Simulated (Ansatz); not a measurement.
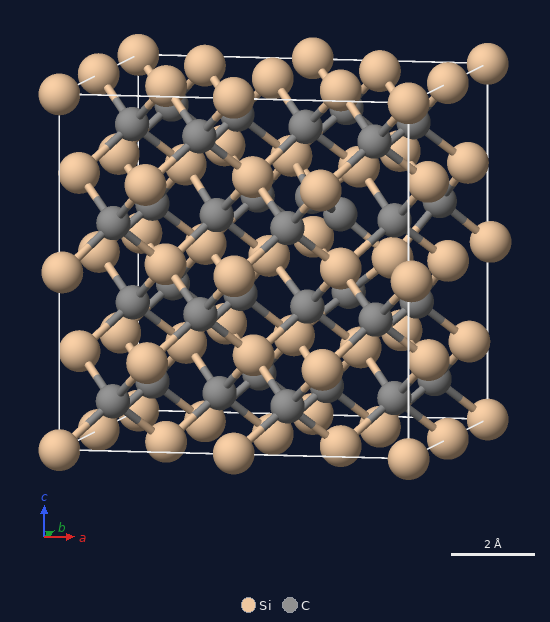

**Figure 1.** The structure (ball-and-stick view of the cell of the calculation, seen slightly off an axis).

Single-point calculation, with input and output: Si32C33 (charge −1) (part 1 of 2)

- system: Si32C33 (defect cell, 65 atoms in the cell, total charge −1)
- method: DFT, r2SCAN, PAW, plane waves (Ansatz 0.2.0)

**Log**
```
Pseudopotentials: kind: paw
Functional definition: r2SCAN
  parameter k0 = 0.174
  parameter k1 = 0.065
  parameter a1 = 4.9479
  exchange = r2scan_x(k0 = k0, k1 = k1, a1 = a1)
  correlation = r2scan_c
Crystal: 65 atoms, lattice volume = 661.620 Å³
Basis set: ecut = 500 eV, 16831 PW (Γ), exchange–correlation on 256×256×256 points (64 copies of the dense FFT grid, shifted against one another)
Bands: 197, of which v1, the nominal top of the filled ones, is band 131 counted from 1 (130 counted from 0)
Symmetry: 1 space group operations
k-points: 1
Non-local potential: Si, projectors of the file, l = 0: 2, l = 1: 2, l = 2: 2
Non-local potential: C, projectors of the file, l = 0: 2, l = 1: 2, l = 2: 1
PAW form: soft (Blöchl's): semilocal exchange-correlation on the pseudo side does not see the compensation charge
PAW frozen core: Si, regenerated for the run's functional (the file was generated under x = pbe(κ = 0.804, μ = 0.2195149727645171), c = pbe(β = 0.06672455060314922))
PAW frozen core: C, regenerated for the run's functional (the file was generated under x = pbe(κ = 0.804, μ = 0.2195149727645171), c = pbe(β = 0.06672455060314922))
PAW one-centre angular grid: Si, 302 points (default); XC on 160 Gauss nodes
PAW one-centre angular grid: C, 302 points (default); XC on 239 of its mesh's 2573 points in the sphere
Initial density: superposition of atomic densities (chi_scale 0.1, normalization cell)
Starting moments: Σ|m| = 1.002 μB on 6 of 65 sites
Initial wavefunctions: pseudopotential atomic-orbital guess
Functional: x = r2scan, c = r2scan; τ floored in thin density (d = 2e-4 eV/Å³)
SCF iter   1: F=—  HF=-28798.339611 eV  |F-HF|=—  |Δ(HF+E_count)|=         —  Δρ=7.38e-2 (↑7.38e-2 ↓7.29e-2)  dr2=1.76e2  dr2_τ=4.95e0  dr2_m=1.93e-1  M=1.000 μB ∫|m|=1.070 μB  β_m=0.30  ethr=3.10e-3  ⟨swp⟩=6.0  Hψ=1746  notcnv=0  defer=70
preconditioner: auto → Resta (q_TF=auto, 2.336 Å⁻¹)  ε∞=3.9  [insulator: Δε(μ)=0.237 eV  Ē_g=13.741 eV  σ=0.010 eV  W_gap=1.00  n_scr=146 (ndim 8)  ℏωp=23.3 eV  f_vac=0.000  D(μ)=0.00/eV (n_scr^D=0)  ε∞_Penn≈3.9]
spin=Collinear: Resta preconditioning applied to the charge; magnetization (m = ρ↑ − ρ↓) channel mixes plain (no charge-response kernel on spin).
SCF iter   2: F=—  HF=-28766.311641 eV  |F-HF|=—  |Δ(HF+E_count)|=    3.20e1  Δρ=4.30e-2 (↑4.30e-2 ↓4.27e-2)  dr2=5.83e1  dr2_τ=3.94e-1  dr2_m=9.06e-2  M=1.000 μB ∫|m|=1.080 μB  β_m=0.30  ethr=3.10e-3  ⟨swp⟩=3.0  Hψ=741  notcnv=0  defer=120  κ⁻¹=1.0e0(r=1)
SCF iter   3: F=—  HF=-28754.757281 eV  |F-HF|=—  |Δ(HF+E_count)|=    1.16e1  Δρ=1.50e-2 (↑1.46e-2 ↓1.50e-2)  dr2=3.77e0  dr2_τ=3.05e-1  dr2_m=1.23e-2  M=1.000 μB ∫|m|=1.136 μB  β_m=0.30  ethr=3.10e-3  ⟨swp⟩=3.5  Hψ=562  notcnv=0  defer=120  κ⁻¹=5.1e-3(r=2)
SCF iter   4: F=—  HF=-28755.974385 eV  |F-HF|=—  |Δ(HF+E_count)|=    1.22e0  Δρ=8.46e-3 (↑8.46e-3 ↓8.17e-3)  dr2=1.15e0  dr2_τ=1.31e-2  dr2_m=2.84e-2  M=1.000 μB ∫|m|=1.096 μB  β_m=0.30  ethr=1.44e-3  ⟨swp⟩=2.0  Hψ=468  notcnv=0  defer=120  κ⁻¹=5.0e-3(r=3)
SCF iter   5: F=—  HF=-28756.249957 eV  |F-HF|=—  |Δ(HF+E_count)|=   2.76e-1  Δρ=4.42e-3 (↑4.42e-3 ↓2.83e-3)  dr2=4.63e-1  dr2_τ=1.19e-3  dr2_m=2.51e-2  M=1.000 μB ∫|m|=1.116 μB  β_m=0.30  ethr=4.40e-4  ⟨swp⟩=3.0  Hψ=548  notcnv=0  defer=120  κ⁻¹=2.5e-4(r=4)
SCF iter   6: F=—  HF=-28756.219667 eV  |F-HF|=—  |Δ(HF+E_count)|=   3.03e-2  Δρ=2.23e-3 (↑2.23e-3 ↓1.22e-3)  dr2=5.31e-2  dr2_τ=1.16e-3  dr2_m=1.27e-2  M=1.000 μB ∫|m|=1.121 μB  β_m=0.30  ethr=1.77e-4  ⟨swp⟩=2.5  Hψ=481  notcnv=0  defer=120  κ⁻¹=3.5e-5(r=5)
SCF iter   7: F=—  HF=-28756.224772 eV  |F-HF|=—  |Δ(HF+E_count)|=   5.10e-3  Δρ=1.37e-3 (↑1.37e-3 ↓1.05e-3)  dr2=5.95e-3  dr2_τ=1.74e-4  dr2_m=6.69e-3  M=1.000 μB ∫|m|=1.133 μB  β_m=0.30  ethr=2.03e-5  ⟨swp⟩=3.0  Hψ=610  notcnv=0  defer=123  κ⁻¹=5.9e-6(r=6)
SCF iter   8: F=—  HF=-28756.231972 eV  |F-HF|=—  |Δ(HF+E_count)|=   7.20e-3  Δρ=9.30e-4 (↑9.30e-4 ↓8.27e-4)  dr2=1.81e-3  dr2_τ=3.48e-5  dr2_m=4.36e-3  M=1.000 μB ∫|m|=1.142 μB  β_m=0.30  ethr=2.28e-6  ⟨swp⟩=2.5  Hψ=543  notcnv=0  defer=123  κ⁻¹=6.3e-7(r=7)
SCF iter   9: F=—  HF=-28756.236196 eV  |F-HF|=—  |Δ(HF+E_count)|=   4.22e-3  Δρ=6.86e-4 (↑6.75e-4 ↓6.86e-4)  dr2=6.17e-5  dr2_τ=1.93e-5  dr2_m=2.79e-3  M=1.000 μB ∫|m|=1.150 μB  β_m=1.20  ethr=6.93e-7  ⟨swp⟩=2.5  Hψ=537  notcnv=0  defer=123
Mixer restart at iter 9: flushing history
spin-set hold released at iteration 9 (site moments contracting): the magnetisation degrees of freedom join the quasi-Newton model from the next iteration; the mixer history was flushed
SCF iter  10: F=—  HF=-28756.244601 eV  |F-HF|=—  |Δ(HF+E_count)|=   8.41e-3  Δρ=2.57e-4 (↑2.57e-4 ↓1.90e-4)  dr2=4.03e-4  dr2_τ=3.92e-5  dr2_m=2.55e-4  M=1.000 μB ∫|m|=1.180 μB  β_m=1.20  ethr=2.36e-8  ⟨swp⟩=5.0  Hψ=1069  notcnv=0  defer=123  κ⁻¹=1.0e0(r=1)
SCF iter  11: F=—  HF=-28756.245044 eV  |F-HF|=—  |Δ(HF+E_count)|=   4.42e-4  Δρ=1.04e-4 (↑1.04e-4 ↓8.15e-5)  dr2=2.21e-4  dr2_τ=3.76e-6  dr2_m=1.23e-5  M=1.000 μB ∫|m|=1.187 μB  β_m=1.20  ethr=2.36e-8  ⟨swp⟩=3.0  Hψ=891  notcnv=0  defer=123  κ⁻¹=8.8e-2(r=2)
SCF iter  12: F=—  HF=-28756.245216 eV  |F-HF|=—  |Δ(HF+E_count)|=   1.73e-4  Δρ=4.98e-5 (↑4.98e-5 ↓4.93e-5)  dr2=4.66e-5  dr2_τ=2.59e-7  dr2_m=1.90e-7  M=1.000 μB ∫|m|=1.188 μB  β_m=1.20  ethr=2.36e-8  ⟨swp⟩=3.0  Hψ=545  notcnv=0  defer=123  κ⁻¹=9.9e-3(r=3)
SCF iter  13: F=—  HF=-28756.245295 eV  |F-HF|=—  |Δ(HF+E_count)|=   7.85e-5  Δρ=2.90e-5 (↑2.90e-5 ↓2.73e-5)  dr2=1.40e-5  dr2_τ=6.90e-8  dr2_m=4.65e-8  M=1.000 μB ∫|m|=1.189 μB  β_m=1.20  ethr=1.79e-8  ⟨swp⟩=2.0  Hψ=532  notcnv=0  defer=123  κ⁻¹=2.4e-3(r=4)
SCF iter  14: F=—  HF=-28756.245321 eV  |F-HF|=—  |Δ(HF+E_count)|=   2.60e-5  Δρ=7.12e-6 (↑7.12e-6 ↓7.06e-6)  dr2=1.02e-6  dr2_τ=6.21e-9  dr2_m=2.36e-8  M=1.000 μB ∫|m|=1.189 μB  β_m=1.20  ethr=5.38e-9  ⟨swp⟩=3.0  Hψ=597  notcnv=0  defer=123  κ⁻¹=2.5e-4(r=5)
SCF iter  15: F=—  HF=-28756.245321 eV  |F-HF|=—  |Δ(HF+E_count)|=   1.29e-7  Δρ=3.79e-6 (↑3.60e-6 ↓3.79e-6)  dr2=3.04e-7  dr2_τ=1.61e-9  dr2_m=2.57e-9  M=1.000 μB ∫|m|=1.189 μB  β_m=1.20  ethr=3.89e-10  ⟨swp⟩=2.0  Hψ=532  notcnv=0  defer=123  κ⁻¹=1.0e-4(r=6)
SCF iter  16: F=—  HF=-28756.245321 eV  |F-HF|=—  |Δ(HF+E_count)|=   1.05e-7  Δρ=1.88e-6 (↑1.88e-6 ↓1.59e-6)  dr2=5.40e-8  dr2_τ=4.79e-10  dr2_m=1.64e-9  M=1.000 μB ∫|m|=1.189 μB  β_m=1.20  ethr=3.83e-11  ⟨swp⟩=17.0  Hψ=2515  notcnv=0  κ⁻¹=1.1e-5(r=7)
SCF iter  17: F=-28756.245321 eV  HF=-28756.245321 eV  |F-HF|=2.34e-8  |Δ(HF+E_count)|=   9.54e-8  Δρ=9.19e-7 (↑8.47e-7 ↓9.19e-7)  dr2=1.45e-8  dr2_τ=1.25e-10  dr2_m=1.94e-10  M=1.000 μB ∫|m|=1.189 μB  ethr=2.07e-11  ⟨swp⟩=4.0  Hψ=1121  notcnv=0
SCF 1 converged in 17 iterations: F = -28756.245321 eV  dr2 = 1.45e-8
  greatest PAW one-centre occupation: 0.727 electrons in one spin orbital (limit 2), on the C atom at site 64 (counted from 0), in its partial waves of l = 0
```

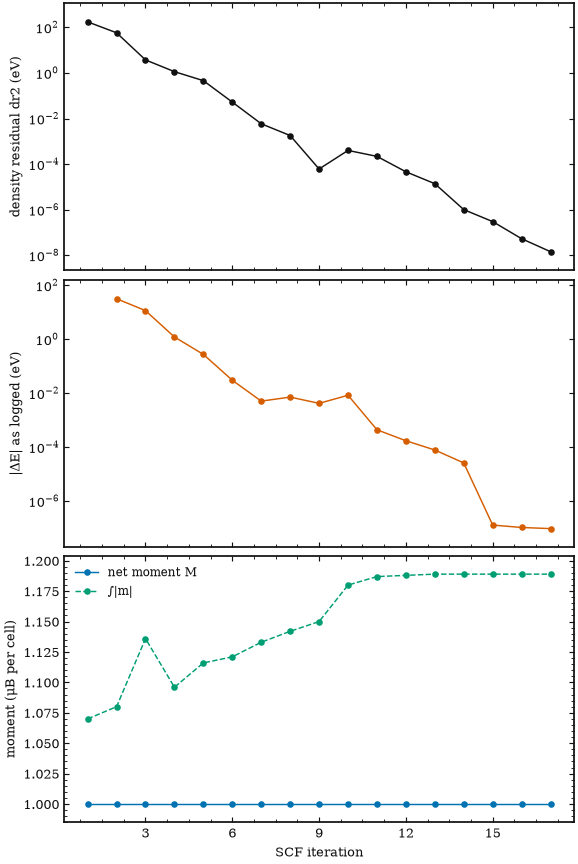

**Figure 2.** Convergence of the self-consistent field: density residual dr2, size of the energy change and magnetic moment against the SCF iteration. The residual comes down, with one marked jump up, by a factor of about 7, at step 10. The net moment stays at 1.0 μB per cell.

```
this state was not tested for a lower state beside it, because the mixer in use, unlike msr1, does not test its closes by its own steps (another_mixer; see scf.mixing.algorithm and scf.lower_state_search)
NSCF: frozen V_eff on 1 k-points
SCF converged after 17 iterations
Magnetization: 1.0000 μB (131.0000 up, 130.0000 down)
Absolute magnetization: 1.1913 μB (∫|ρ↑−ρ↓|, with the PAW one-centre terms)
Spin contamination: 0.0095 ħ² per cell (⟨S²⟩ above its minimum at these occupations)
Per-site moments (μB) at R_I (Å): [(0.00024606809541087164, 0.7720375077752888), (0.004461324518628083, 0.7560377472937426), (-9.984999623548282e-6, 0.7753099987390154), (0.0005815075966767844, 0.7752773520958197), (0.0015446609256286202, 0.7722330774335077), (0.0010895994348765323, 0.778944235482786), (0.0010029889787303244, 0.7782681213150754), (0.014596388857300153, 0.7557295574953825), (0.0003
Free energy (F): -28756.245321 eV
Harris-Foulkes:  -28756.245321 eV  (|F-HF|=2.34e-8)
Internal energy: -28756.245321 eV  (E = F + TS)
E sigma→0 (E₀):  -28756.245321 eV
Fermi energy:    11.657151 eV
--- Per-component energies (eV) ---
  E_band       = 857.985046
  E_kinetic    = 4485.848050
  E_local      = -3441.290173  (includes V_loc(G=0)·N_el)
  E_nonlocal   = 1649.153726
  E_hartree    = 1085.084747
  E_xc         = -3308.847938
  E_vxc        = -3887.659673  (∫ρ·V_xc dr)
  E_paw        = -19952.384637  (= ΣΔE_a)
  E_vpaw       = -301.521339  (= ΣTr[D̂ρ^β])
  E_aug_tail   = 0.000271  (compensation charges beyond the density's cutoff)
  E_vtau       = 183.285246  (kinetic-family band-sum trace: ∫τ·v_τ [+ j·A + Jᵃ·Aᵃ] dr)
  E_ewald      = -9270.545978
  E_core_change = -3.263389  (= ΣΔE_core)
  E_smearing   = -0.000000  (= −TS)
  E_closure    = -0.000000  (closes the sum)
  E_deformation_potential = -18.271825  (in the stress; not in F)
  Σ components = -28756.245321   (vs F -28756.245321, Δ=0.00e0)
--- Forces (eV/Å), atoms counted from 1 ---
  atom   1  Si    -0.01991172    -0.04050277    -0.01924227
  atom   2  Si    -0.05862038    -0.06293580     0.20545906
  atom   3  Si    -0.00241142     0.00765464     0.00384060
  atom   4  Si    -0.02243966    -0.00399837     0.03508836
  atom   5  Si     0.05180998    -0.02695910    -0.01671754
  atom   6  Si     0.02443501    -0.02666907     0.03332169
  atom   7  Si    -0.01517195    -0.02944617    -0.01050563
  atom   8  Si     0.16044562     0.11409441     0.39581761
  atom   9  Si     0.01864233     0.01064159    -0.00326688
  atom  10  Si     0.04456005     0.03123743     0.14952316
  atom  11  Si     0.04598103    -0.05151657    -0.03445869
  atom  12  Si     0.06938655     0.05047848     0.05604807
  atom  13  Si    -0.10605748     0.03423378    -0.01405945
  atom  14  Si     0.01485296     0.05254160     0.01747936
  atom  15  Si    -0.02291867     0.04979468    -0.05781313
  atom  16  Si    -0.49426721    -0.19725503     0.46462941
  atom  17  Si     0.03385219    -0.03537832     0.01567631
  atom  18  Si     0.03315121    -0.01443876    -0.06235536
  atom  19  Si     0.02059949    -0.00678363    -0.00252205
  atom  20  Si     0.04060394    -0.03281208    -0.00606070
  atom  21  Si    -0.13949410    -0.06975697     0.05149036
  atom  22  Si     0.01175802    -0.04428639    -0.03591702
  atom  23  Si    -0.00182445    -0.01548277     0.00775485
  atom  24  Si    -0.35381703     0.18205010    -0.18294492
  atom  25  Si    -0.02506107     0.02626104     0.02597862
  atom  26  Si     0.01137822    -0.00630234    -0.05363114
  atom  27  Si    -0.00874071    -0.05001698     0.00606081
  atom  28  Si    -0.04321544     0.05943097    -0.05046106
  atom  29  Si     0.03718298     0.02054140    -0.00930562
  atom  30  Si    -0.02273106     0.04000974     0.00098196
  atom  31  Si     0.03754378     0.05115821     0.00833451
  atom  32  Si     0.45115981    -0.21360240    -0.43563883
  atom  33  C      0.00074495     0.01099009    -0.00746481
  atom  34  C     -0.01070140    -0.00747667    -0.06722702
  atom  35  C     -0.01317894     0.02863630     0.01978106
  atom  36  C     -0.01706225    -0.00833258    -0.01314196
  atom  37  C      0.03982828     0.00740375     0.00641019
  atom  38  C     -0.00303088    -0.00073057     0.00002803
  atom  39  C      0.00663165    -0.00632678     0.01185447
  atom  40  C     -0.01568315    -0.46436735     0.03874419
  atom  41  C     -0.01586716    -0.00288362     0.00845023
  atom  42  C     -0.07926347    -0.04991957    -0.11586620
  atom  43  C     -0.03322453     0.01299903    -0.00069504
  atom  44  C     -0.13526881     0.06122121     0.01211439
  atom  45  C      0.02372047    -0.01142590    -0.00395843
  atom  46  C      0.04011050    -0.05865841     0.02598936
  atom  47  C      0.03280829     0.02322666    -0.01671417
  atom  48  C      0.13825872     0.07587152    -0.13692943
  atom  49  C     -0.04141394     0.01160378    -0.04544812
  atom  50  C     -0.00794503     0.00181410     0.01008807
  atom  51  C     -0.06599775    -0.02193776    -0.06059170
  atom  52  C     -0.09792171     0.02391666     0.08227728
  atom  53  C      0.02770938     0.03369923    -0.05157740
  atom  54  C      0.02211596     0.01322293     0.03555884
  atom  55  C      0.03343271     0.07318168    -0.04770583
  atom  56  C      0.05769385    -0.03638084     0.07855778
  atom  57  C     -0.00476188    -0.01242557    -0.03296489
  atom  58  C     -0.01415150    -0.00065558     0.00405295
  atom  59  C      0.01506319     0.01075262    -0.04099909
  atom  60  C     -0.00321796     0.01727075     0.02424683
  atom  61  C     -0.02662061    -0.05952362    -0.05631045
  atom  62  C      0.09928093    -0.07580532     0.06368051
  atom  63  C      0.12895363     0.09411656    -0.15460991
  atom  64  C     -0.03707724     0.05914599     0.13408147
  atom  65  C      0.18540128     0.45577387    -0.18625486
  max |Σ_I F_I| component: 4.08e-5 eV/Å
--- Charged-cell corrections in eV (Makov–Payne, q = -1.000 e, ε = 9.700) ---
  F (periodic)     = -28756.245321  (uncorrected; the corrections below are reported, never added to it)
  E_corr1          = +0.241686  (monopole, q²α_M/2εL)
  F Makov-Payne    = -28756.003635  (F + E_corr1; no measured alignment; for a localised charge, not one spread in a band: unchecked)
--- Band table (eV) ---
```
